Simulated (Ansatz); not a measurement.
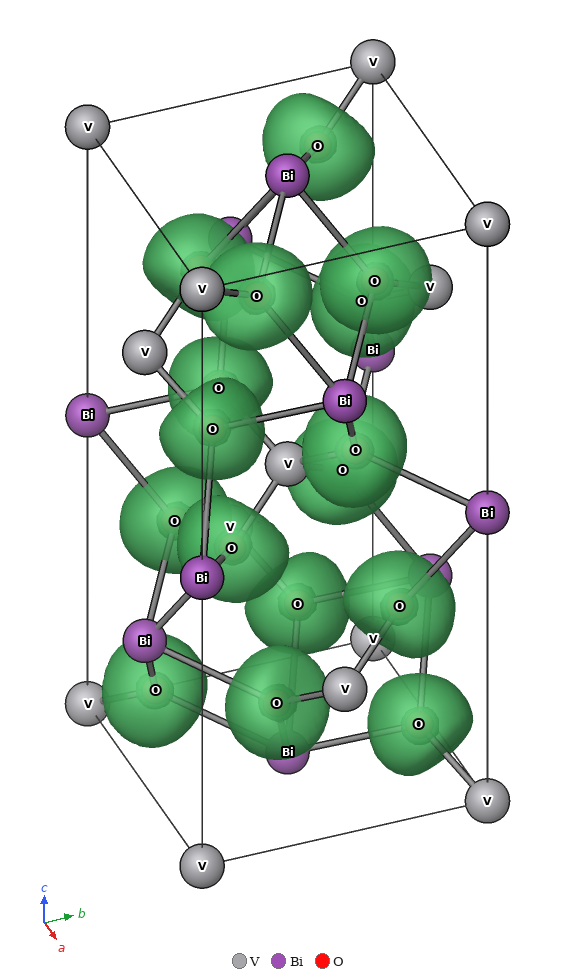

VBiO4. Isosurface of the ELF at 0.65 (green), seen at an oblique angle. Only the valence region is drawn (cores and ρ < 0.01 e/Å³ removed). Sticks mark near contacts.

Space group I4₁/a; computed without spin polarisation.

Level of theory: DFT PBE, scalar-relativistic, plane waves, PAW (Ansatz 0.2.0).

Core electrons are frozen (PAW), and the valence fields are smoothed inside the atomic spheres.

**What do the ELF domains correspond to?**

The ELF exceeds this value in 16 regions wrapped around O (the valence shell of each), counted in one cell of 24 atoms. Regions shared between cells count once. Along the contacts the grid gives the following. V–O (1.74 Å): the ELF peaks at about 0.80 in the valence shell of O, 0.5 Å from its nucleus, and is about 0.30 at the midpoint: no shared electron pair shows on this line. Bi–O (2.45 Å): the ELF is about 0.20 at the midpoint (no localised pair shows between them).

**Metal or insulator at this level of theory?**

It is gapped, with a Kohn–Sham gap of 2.2 eV on the k-point mesh, an upper bound to the gap of this method.
